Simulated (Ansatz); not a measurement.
# Tantalum, bcc under PBE: convergence with the k-point mesh

A convergence test of the k-point mesh. The geometry was relaxed under PBE beforehand and stays fixed; 8 values are run, from 2×2×2 to 19×19×19. Wanted are the values from which on the energy stays within 10 and 1 meV/atom, and the pressure within 0.5 GPa, of the last run. Within the series other settings stay, but some runs also write fields, which adds to their time. Spin polarisation is left out.

Program: Ansatz 0.2.0. Level of theory: DFT PBE, plane waves with PAW, scalar-relativistic. These are calculated values, not measurements.

## Step 1: The starting structure

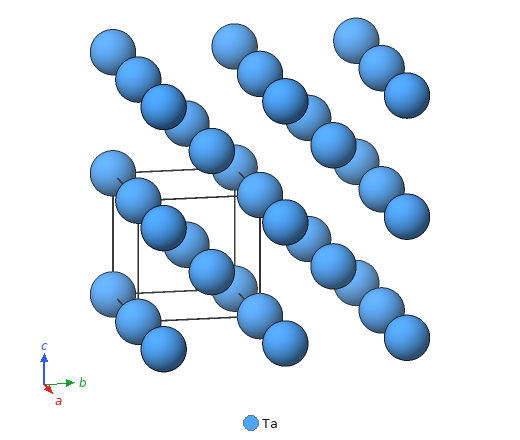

The structure, seen slightly off an axis (tantalum blue). 2×2×2 conventional cells are drawn; the run uses a primitive one. Any atoms on the faces are drawn again on the opposite ones.

Coordinates:

```cif
data_structure
_symmetry_space_group_name_H-M 'Im-3m'
_symmetry_Int_Tables_number 229
_cell_length_a 3.3214
_cell_length_b 3.3214
_cell_length_c 3.3214
_cell_angle_alpha 90.000
_cell_angle_beta 90.000
_cell_angle_gamma 90.000
_cell_volume 36.64
loop_
_atom_site_label
_atom_site_type_symbol
_atom_site_symmetry_multiplicity
_atom_site_Wyckoff_symbol
_atom_site_fract_x
_atom_site_fract_y
_atom_site_fract_z
_atom_site_occupancy
Ta1 Ta 2 a 0.00000 0.00000 0.00000 1
```

## Step 2: k-mesh 2×2×2

The run at 2×2×2.

File input.yaml:

```yaml
crystal:
  lattice:
    - [-1.6607181506, 1.6607181506, 1.6607181506]
    - [1.6607181506, -1.6607181506, 1.6607181506]
    - [1.6607181506, 1.6607181506, -1.6607181506]
  atoms:
    - { symbol: Ta, position: [0.0, 0.0, 0.0] }
hamiltonian:
  xc: pbe
  pseudopotentials:
    kind: paw
    azcp:
      Ta: "pseudopotentials/Ta.paw.azcp"
basis:
  ecutwfc: 420
  fft_grid_basis: typed
kpoints:
  mp_grid: { grid: [2, 2, 2], shift: [0, 0, 0] }
magnetization:
  spin_polarized: false
scf:
  occupations: { method: fermi_dirac, width: 0.1 }
  lower_state_search: "off"
output:
  stress: true
```

The run is started by

```
$ ansatz run input.yaml --threads 1 --pin off --max-ram 3584MiB --backend cpu --events-out ev --progress --plain --runs-dir out
```

Standard output, shortened:

```text
[...]
Pseudopotentials: kind: paw
Pseudopotential: Ta, paw, valence charge 13, recommended cutoff 420 eV (normal), <dir>
Functional definition: PBE
[...]
Crystal: 1 atoms, lattice volume = 18.321 Å³
Basis set: ecut = 420 eV, 369 PW (Γ)
Bands: 11, of which v1, the nominal top of the filled ones, is band 7 counted from 1 (6 counted from 0)
Symmetry: 48 space group operations
Space group: Im-3m (ITA 229), of the structure as read, at distance tolerance 2.6e-5 Å
k-points: 3 of 8
[...]
SCF iter   1: F=—  HF=-9933.081527 eV  |F-HF|=—  |Δ(HF+E_count)|=         —  Δρ=4.40e-2  dr2=2.01e-1  ethr=1.77e-3  ⟨swp⟩=5.7  Hψ=180  notcnv=0
[...]
SCF iter   6: F=-9933.039087 eV  HF=-9933.039087 eV  |F-HF|=2.00e-11  |Δ(HF+E_count)|=   2.35e-8  Δρ=9.29e-7  dr2=6.67e-11  ethr=4.08e-10  ⟨swp⟩=2.0  Hψ=114  notcnv=0
[...]
SCF converged after 6 iterations
Free energy (F): -9933.039087 eV
[...]
E sigma→0 (E₀):  -9932.989708 eV
Entropy (-TS):   -0.098758 eV (-98.758 meV/atom)
Fermi energy:    19.744498 eV
[...]
--- Stress (GPa, compression-positive) ---
      -24.648618       0.000000       0.000000
        0.000000     -24.648618       0.000000
       -0.000000      -0.000000     -24.648618
  P = ⅓ Tr σ = -24.6486 GPa (-246.486 kbar)
```

Run time: 0.55 s. Hardware: 1 thread of Intel Xeon Platinum 8259CL at 2.50GHz (Skylake/Cascade Lake), shared host; peak memory 0.43 GiB.

## Step 3: k-mesh 3×3×3

The run at 3×3×3.

Edit input.yaml of step 2 so:

```diff
@@ -17,3 +17,3 @@
 kpoints:
-  mp_grid: { grid: [2, 2, 2], shift: [0, 0, 0] }
+  mp_grid: { grid: [3, 3, 3], shift: [0, 0, 0] }
 magnetization:
```

The run is started by

```
$ ansatz run input.yaml --threads 1 --pin off --max-ram 3584MiB --backend cpu --events-out ev --progress --plain --runs-dir out
```

Standard output, shortened:

```text
[...]
[... 3 set-up lines as earlier in the session ...]
[...]
Crystal: 1 atoms, lattice volume = 18.321 Å³
Basis set: ecut = 420 eV, 369 PW (Γ)
Bands: 11, of which v1, the nominal top of the filled ones, is band 7 counted from 1 (6 counted from 0)
[... 2 set-up lines as earlier in the session ...]
k-points: 4 of 27
[...]
SCF iter   1: F=—  HF=-9932.466102 eV  |F-HF|=—  |Δ(HF+E_count)|=         —  Δρ=5.76e-3  dr2=4.53e-3  ethr=1.77e-3  ⟨swp⟩=5.0  Hψ=250  notcnv=0
[...]
SCF iter   6: F=-9932.465098 eV  HF=-9932.465098 eV  |F-HF|=9.28e-11  |Δ(HF+E_count)|=   2.36e-9  Δρ=8.91e-7  dr2=1.01e-10  ethr=3.81e-11  ⟨swp⟩=1.8  Hψ=135  notcnv=0
[...]
SCF converged after 6 iterations
Free energy (F): -9932.465098 eV
[...]
E sigma→0 (E₀):  -9932.434331 eV
Entropy (-TS):   -0.061533 eV (-61.533 meV/atom)
Fermi energy:    18.267049 eV
[...]
--- Stress (GPa, compression-positive) ---
       -1.243656      -0.000000       0.000000
        0.000000      -1.243656      -0.000000
        0.000000       0.000000      -1.243656
  P = ⅓ Tr σ = -1.2437 GPa (-12.437 kbar)
```

It took 0.49 s on 1 thread of Intel Xeon Platinum 8259CL at 2.50GHz (Skylake/Cascade Lake), shared host; peak memory 0.45 GiB.

## Step 4: k-mesh 5×5×5

The run at 5×5×5.

Edit input.yaml of step 3 so:

```diff
@@ -17,3 +17,3 @@
 kpoints:
-  mp_grid: { grid: [3, 3, 3], shift: [0, 0, 0] }
+  mp_grid: { grid: [5, 5, 5], shift: [0, 0, 0] }
 magnetization:
@@ -25 +25,5 @@
   stress: true
+  write_density: true
+  write_potential: true
+  elf: true
+  volumetric_format: npy
```

The run is started by

```
$ ansatz run input.yaml --threads 1 --pin off --max-ram 3584MiB --backend cpu --events-out ev --progress --plain --runs-dir out
```

Standard output, shortened:

```text
[...]
[... 3 set-up lines as earlier in the session ...]
[...]
Crystal: 1 atoms, lattice volume = 18.321 Å³
Basis set: ecut = 420 eV, 369 PW (Γ)
Bands: 11, of which v1, the nominal top of the filled ones, is band 7 counted from 1 (6 counted from 0)
[... 2 set-up lines as earlier in the session ...]
k-points: 10 of 125
[...]
SCF iter   1: F=—  HF=-9932.211618 eV  |F-HF|=—  |Δ(HF+E_count)|=         —  Δρ=2.37e-3  dr2=1.97e-4  ethr=1.77e-3  ⟨swp⟩=5.2  Hψ=616  notcnv=0
[...]
SCF iter   6: F=-9932.211517 eV  HF=-9932.211517 eV  |F-HF|=0.00e0  |Δ(HF+E_count)|=  3.69e-10  Δρ=2.10e-7  dr2=1.15e-12  ethr=7.27e-12  ⟨swp⟩=4.7  Hψ=504  notcnv=0
[...]
SCF converged after 6 iterations
Free energy (F): -9932.211517 eV
[...]
E sigma→0 (E₀):  -9932.181999 eV
Entropy (-TS):   -0.059035 eV (-59.035 meV/atom)
Fermi energy:    18.444685 eV
[...]
--- Stress (GPa, compression-positive) ---
        1.472750       0.000000      -0.000000
        0.000000       1.472750      -0.000000
       -0.000000       0.000000       1.472750
  P = ⅓ Tr σ = 1.4728 GPa (14.728 kbar)
--- Band table (eV; the first three rows and the last of 10) ---
  k-point 0: bands = ["-48.8274", "-14.7993", "-14.7993", "-14.7993", "10.4484", "19.0211", "19.0211", "19.0211", "22.2351", "22.2351", "32.8344"]
[...]
```

It took 0.81 s on 1 thread of Intel Xeon Platinum 8259CL at 2.50GHz (Skylake/Cascade Lake), shared host; peak memory 0.44 GiB.

## Step 5: k-mesh 6×6×6

The run at 6×6×6.

Edit input.yaml of step 4 so:

```diff
@@ -17,3 +17,3 @@
 kpoints:
-  mp_grid: { grid: [5, 5, 5], shift: [0, 0, 0] }
+  mp_grid: { grid: [6, 6, 6], shift: [0, 0, 0] }
 magnetization:
```

The run is started by

```
$ ansatz run input.yaml --threads 1 --pin off --max-ram 3584MiB --backend cpu --events-out ev --progress --plain --runs-dir out
```

Standard output, shortened:

```text
[...]
[... 3 set-up lines as earlier in the session ...]
[...]
Crystal: 1 atoms, lattice volume = 18.321 Å³
Basis set: ecut = 420 eV, 369 PW (Γ)
Bands: 11, of which v1, the nominal top of the filled ones, is band 7 counted from 1 (6 counted from 0)
[... 2 set-up lines as earlier in the session ...]
k-points: 16 of 216
[...]
SCF iter   1: F=—  HF=-9932.216167 eV  |F-HF|=—  |Δ(HF+E_count)|=         —  Δρ=2.46e-3  dr2=5.45e-4  ethr=1.77e-3  ⟨swp⟩=5.3  Hψ=996  notcnv=0
[...]
SCF iter   6: F=-9932.216227 eV  HF=-9932.216227 eV  |F-HF|=1.78e-10  |Δ(HF+E_count)|=  9.91e-10  Δρ=2.74e-6  dr2=5.00e-10  ethr=1.47e-10  ⟨swp⟩=5.5  Hψ=880  notcnv=0
[...]
SCF converged after 6 iterations
Free energy (F): -9932.216227 eV
[...]
E sigma→0 (E₀):  -9932.179273 eV
Entropy (-TS):   -0.073906 eV (-73.906 meV/atom)
Fermi energy:    18.246680 eV
[...]
--- Stress (GPa, compression-positive) ---
        1.564965       0.000000      -0.000000
       -0.000000       1.564965       0.000000
        0.000000       0.000000       1.564965
  P = ⅓ Tr σ = 1.5650 GPa (15.650 kbar)
--- Band table (eV; the first three rows and the last of 16) ---
  k-point 0: bands = ["-48.8557", "-14.8252", "-14.8252", "-14.8252", "10.4483", "19.0070", "19.0070", "19.0070", "22.2233", "22.2233", "32.8354"]
[...]
```

It took 0.67 s on 1 thread of Intel Xeon Platinum 8259CL at 2.50GHz (Skylake/Cascade Lake), shared host; peak memory 0.44 GiB.

## Step 6: k-mesh 8×8×8

The run at 8×8×8.

Edit input.yaml of step 5 so:

```diff
@@ -17,3 +17,3 @@
 kpoints:
-  mp_grid: { grid: [6, 6, 6], shift: [0, 0, 0] }
+  mp_grid: { grid: [8, 8, 8], shift: [0, 0, 0] }
 magnetization:
```

The run is started by

```
$ ansatz run input.yaml --threads 1 --pin off --max-ram 3584MiB --backend cpu --events-out ev --progress --plain --runs-dir out
```

Standard output, shortened:

```text
[...]
[... 3 set-up lines as earlier in the session ...]
[...]
Crystal: 1 atoms, lattice volume = 18.321 Å³
Basis set: ecut = 420 eV, 369 PW (Γ)
Bands: 11, of which v1, the nominal top of the filled ones, is band 7 counted from 1 (6 counted from 0)
[... 2 set-up lines as earlier in the session ...]
k-points: 29 of 512
[...]
SCF iter   1: F=—  HF=-9932.288521 eV  |F-HF|=—  |Δ(HF+E_count)|=         —  Δρ=2.88e-3  dr2=7.45e-4  ethr=1.77e-3  ⟨swp⟩=5.2  Hψ=1786  notcnv=0
[...]
SCF iter   6: F=-9932.288159 eV  HF=-9932.288159 eV  |F-HF|=5.46e-12  |Δ(HF+E_count)|=   1.46e-9  Δρ=6.90e-7  dr2=2.83e-11  ethr=5.19e-11  ⟨swp⟩=5.3  Hψ=1462  notcnv=0
[...]
SCF converged after 6 iterations
Free energy (F): -9932.288159 eV
[...]
E sigma→0 (E₀):  -9932.269267 eV
Entropy (-TS):   -0.037783 eV (-37.783 meV/atom)
Fermi energy:    18.328139 eV
[...]
--- Stress (GPa, compression-positive) ---
       -1.771170       0.000000      -0.000000
        0.000000      -1.771170       0.000000
       -0.000000      -0.000000      -1.771170
  P = ⅓ Tr σ = -1.7712 GPa (-17.712 kbar)
--- Band table (eV; the first three rows and the last of 29) ---
  k-point 0: bands = ["-48.8019", "-14.7755", "-14.7755", "-14.7755", "10.4496", "19.0338", "19.0338", "19.0338", "22.2466", "22.2466", "32.8337"]
[...]
```

It took 0.9 s on 1 thread of Intel Xeon Platinum 8259CL at 2.50GHz (Skylake/Cascade Lake), shared host; peak memory 0.46 GiB.

## Step 7: k-mesh 11×11×11

The run at 11×11×11.

Edit input.yaml of step 6 so:

```diff
@@ -17,3 +17,3 @@
 kpoints:
-  mp_grid: { grid: [8, 8, 8], shift: [0, 0, 0] }
+  mp_grid: { grid: [11, 11, 11], shift: [0, 0, 0] }
 magnetization:
```

The run is started by

```
$ ansatz run input.yaml --threads 1 --pin off --max-ram 3584MiB --backend cpu --events-out ev --progress --plain --runs-dir out
```

Standard output, shortened:

```text
[...]
[... 3 set-up lines as earlier in the session ...]
[...]
Crystal: 1 atoms, lattice volume = 18.321 Å³
Basis set: ecut = 420 eV, 369 PW (Γ)
Bands: 11, of which v1, the nominal top of the filled ones, is band 7 counted from 1 (6 counted from 0)
[... 2 set-up lines as earlier in the session ...]
k-points: 56 of 1331
[...]
SCF iter   1: F=—  HF=-9932.273833 eV  |F-HF|=—  |Δ(HF+E_count)|=         —  Δρ=2.08e-3  dr2=2.07e-4  ethr=1.77e-3  ⟨swp⟩=5.1  Hψ=3441  notcnv=0
[...]
SCF iter   6: F=-9932.273744 eV  HF=-9932.273744 eV  |F-HF|=9.09e-12  |Δ(HF+E_count)|=   2.23e-9  Δρ=3.94e-7  dr2=5.90e-12  ethr=4.71e-11  ⟨swp⟩=5.1  Hψ=2972  notcnv=0
[...]
SCF converged after 6 iterations
Free energy (F): -9932.273744 eV
[...]
E sigma→0 (E₀):  -9932.252645 eV
Entropy (-TS):   -0.042199 eV (-42.199 meV/atom)
Fermi energy:    18.297816 eV
[...]
--- Stress (GPa, compression-positive) ---
       -0.430409       0.000000      -0.000000
       -0.000000      -0.430409      -0.000000
        0.000000       0.000000      -0.430409
  P = ⅓ Tr σ = -0.4304 GPa (-4.304 kbar)
--- Band table (eV; the first three rows and the last of 56) ---
  k-point 0: bands = ["-48.8303", "-14.8016", "-14.8016", "-14.8016", "10.4489", "19.0199", "19.0199", "19.0199", "22.2344", "22.2344", "32.8348"]
[...]
```

Wall time 1.7 s (1 thread of Intel Xeon Platinum 8259CL at 2.50GHz (Skylake/Cascade Lake), shared host); peak memory 0.45 GiB.

## Step 8: k-mesh 14×14×14

The run at 14×14×14.

Edit input.yaml of step 7 so:

```diff
@@ -17,3 +17,3 @@
 kpoints:
-  mp_grid: { grid: [11, 11, 11], shift: [0, 0, 0] }
+  mp_grid: { grid: [14, 14, 14], shift: [0, 0, 0] }
 magnetization:
```

The run is started by

```
$ ansatz run input.yaml --threads 1 --pin off --max-ram 3584MiB --backend cpu --events-out ev --progress --plain --runs-dir out
```

Standard output, shortened:

```text
[...]
[... 3 set-up lines as earlier in the session ...]
[...]
Crystal: 1 atoms, lattice volume = 18.321 Å³
Basis set: ecut = 420 eV, 369 PW (Γ)
Bands: 11, of which v1, the nominal top of the filled ones, is band 7 counted from 1 (6 counted from 0)
[... 2 set-up lines as earlier in the session ...]
k-points: 104 of 2744
[...]
SCF iter   1: F=—  HF=-9932.275236 eV  |F-HF|=—  |Δ(HF+E_count)|=         —  Δρ=2.06e-3  dr2=1.99e-4  ethr=1.77e-3  ⟨swp⟩=5.1  Hψ=6393  notcnv=0
[...]
SCF iter   6: F=-9932.275218 eV  HF=-9932.275218 eV  |F-HF|=2.18e-11  |Δ(HF+E_count)|=   2.22e-9  Δρ=6.19e-7  dr2=3.03e-11  ethr=4.80e-11  ⟨swp⟩=5.8  Hψ=5593  notcnv=0
[...]
SCF converged after 6 iterations
Free energy (F): -9932.275218 eV
[...]
E sigma→0 (E₀):  -9932.255406 eV
Entropy (-TS):   -0.039624 eV (-39.624 meV/atom)
Fermi energy:    18.303594 eV
[...]
--- Stress (GPa, compression-positive) ---
       -0.324709       0.000000      -0.000000
        0.000000      -0.324709      -0.000000
       -0.000000       0.000000      -0.324709
  P = ⅓ Tr σ = -0.3247 GPa (-3.247 kbar)
--- Band table (eV; the first three rows and the last of 104) ---
  k-point 0: bands = ["-48.8317", "-14.8030", "-14.8030", "-14.8030", "10.4488", "19.0191", "19.0191", "19.0191", "22.2337", "22.2337", "32.8347"]
[...]
```

Wall time 2.2 s (1 thread of Intel Xeon Platinum 8259CL at 2.50GHz (Skylake/Cascade Lake), shared host); peak memory 0.48 GiB.

## Step 9: k-mesh 19×19×19

The run at 19×19×19.

Edit input.yaml of step 8 so:

```diff
@@ -17,3 +17,3 @@
 kpoints:
-  mp_grid: { grid: [14, 14, 14], shift: [0, 0, 0] }
+  mp_grid: { grid: [19, 19, 19], shift: [0, 0, 0] }
 magnetization:
@@ -25,5 +25 @@
   stress: true
-  write_density: true
-  write_potential: true
-  elf: true
-  volumetric_format: npy
```

The run is started by

```
$ ansatz run input.yaml --threads 1 --pin off --max-ram 3584MiB --backend cpu --events-out ev --progress --plain --runs-dir out
```

Standard output, shortened:

```text
[...]
[... 3 set-up lines as earlier in the session ...]
[...]
Crystal: 1 atoms, lattice volume = 18.321 Å³
Basis set: ecut = 420 eV, 369 PW (Γ)
Bands: 11, of which v1, the nominal top of the filled ones, is band 7 counted from 1 (6 counted from 0)
[... 2 set-up lines as earlier in the session ...]
k-points: 220 of 6859
[...]
SCF iter   1: F=—  HF=-9932.272531 eV  |F-HF|=—  |Δ(HF+E_count)|=         —  Δρ=2.06e-3  dr2=2.05e-4  ethr=1.77e-3  ⟨swp⟩=5.2  Hψ=13539  notcnv=0
[...]
SCF iter   6: F=-9932.272482 eV  HF=-9932.272482 eV  |F-HF|=0.00e0  |Δ(HF+E_count)|=   5.04e-9  Δρ=6.54e-7  dr2=3.17e-11  ethr=1.07e-10  ⟨swp⟩=2.0  Hψ=7865  notcnv=0
[...]
SCF converged after 6 iterations
Free energy (F): -9932.272482 eV
[...]
E sigma→0 (E₀):  -9932.250256 eV
Entropy (-TS):   -0.044452 eV (-44.452 meV/atom)
Fermi energy:    18.291513 eV
[...]
--- Stress (GPa, compression-positive) ---
       -0.124876      -0.000000       0.000000
        0.000000      -0.124876       0.000000
        0.000000       0.000000      -0.124876
  P = ⅓ Tr σ = -0.1249 GPa (-1.249 kbar)
```

Wall time 2.4 s (1 thread of Intel Xeon Platinum 8259CL at 2.50GHz (Skylake/Cascade Lake), shared host); peak memory 0.5 GiB.

## Step 10: The series

Energies count from the run at 19×19×19.

| k-mesh | k-points | E(σ → 0) (meV/atom) | P (GPa) | SCF cycles | CPU time |
| --- | --- | --- | --- | --- | --- |
| 2×2×2 | 3 | -739.45 | -24.65 | 6 | 0.53 s |
| 3×3×3 | 4 | -184.07 | -1.24 | 6 | 0.49 s |
| 5×5×5 | 10 | 68.26 | 1.47 | 6 | 0.81 s |
| 6×6×6 | 16 | 70.98 | 1.56 | 6 | 0.66 s |
| 8×8×8 | 29 | -19.01 | -1.77 | 6 | 0.88 s |
| 11×11×11 | 56 | -2.39 | -0.43 | 6 | 1.7 s |
| 14×14×14 | 104 | -5.15 | -0.32 | 6 | 2.2 s |
| 19×19×19 | 220 | 0.00 | -0.12 | 6 | 2.5 s |

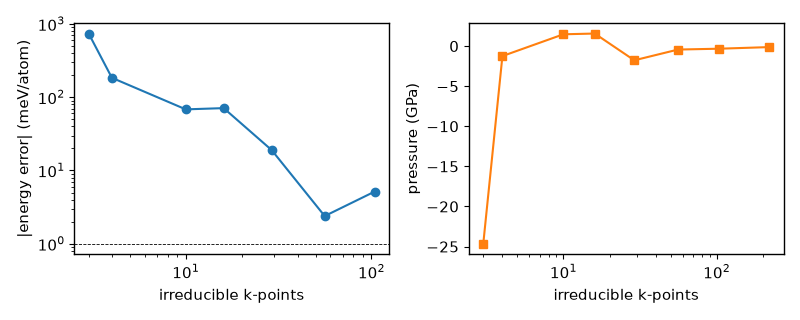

Energy and pressure against the k-point mesh; the dashed line marks 1 meV/atom.

## Step 11: Results

```
                                           quantity                        value
      E(σ → 0) stays within 10 meV/atom of 19×19×19             from 11×11×11 on
                   E(σ → 0) stays within 1 meV/atom  not reached before 19×19×19
                      pressure stays within 0.5 GPa             from 11×11×11 on
                               pressure at 19×19×19                    -0.12 GPa
                    CPU time, dearest over cheapest                            5
energy of a separate run on a finer mesh (22×22×22)  -0.1 meV/atom from 19×19×19
```

**Reading.** The far end, 2×2×2, lies -739.5 meV/atom and -24.5 GPa from the yardstick. Convergence in k is not monotonic; the energy swings about its limit. The energy has not settled to 1 meV/atom before the last mesh. A Fermi surface needs many points. A run on a finer mesh agrees with the yardstick to 1 meV/atom.
